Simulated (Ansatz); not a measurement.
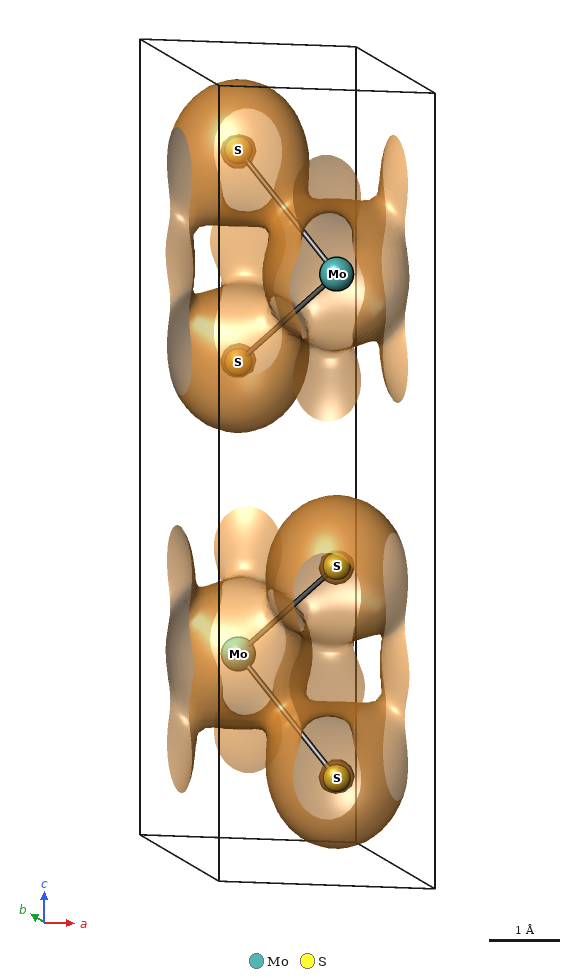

The picture shows: MoS2. Isosurface of the valence electron density at 0.5 e/Å³ (orange), seen slightly off an axis. Sticks mark near contacts.

Space group P6₃/mmc; computed pressure about 6 GPa in this cell; computed without spin polarisation.

Computed with DFT r2SCAN+D3(BJ), scalar-relativistic, plane waves, PAW in Ansatz.

Q: What does this surface tell about the bonding?

A: At this value the density is joined into sheets; it holds about 70 % of the electrons treated as valence (semicore included). It bridges the shortest Mo–S (2.38 Å) contacts, where the density stays above the isovalue. On the grid the lowest density along these lines, outside the cores, is 0.64 e/Å³ (Mo–S, 2.38 Å).
